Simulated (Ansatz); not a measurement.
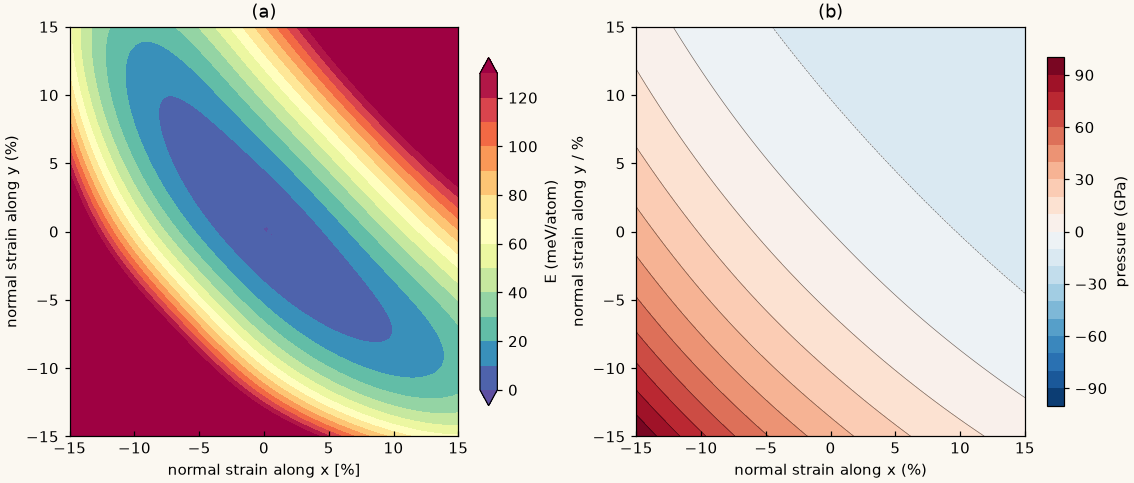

ZnCu (Pm-3m, No. 221; 2 atoms in the cell). The energy is mapped over two homogeneous strains (x, y and z along the cube axes). First axis: normal strain along x. Second axis: normal strain along y. Nothing is relaxed (symmetry fixes all fractional coordinates). The scan uses a 5 × 5 grid; 15 points were computed and 10 follow by symmetry. Points are written as (first, second). All energies are given in meV/atom relative to the lowest grid point. These are results of DFT PBEsol, scalar-relativistic, plane waves, PAW in Ansatz, not measurements. Settings: cutoff 520 eV, k-mesh 16×16×16, gaussian smearing 0.15 eV, no spin polarisation.

Panel (a) is the energy and panel (b) the computed pressure on the same grid.

Drawn: filled contours, one colour for all values above the top of the scale. Between grid points the surface is interpolated.

How does the pressure vary over the map, and what is it at the lowest grid point?

Answer. It runs from −19 GPa at (15.0 %, 15.0 %) to 100 GPa at (−15.0 %, −15.0 %). At the lowest grid point, (0.0 %, 0.0 %), it is 0 GPa.
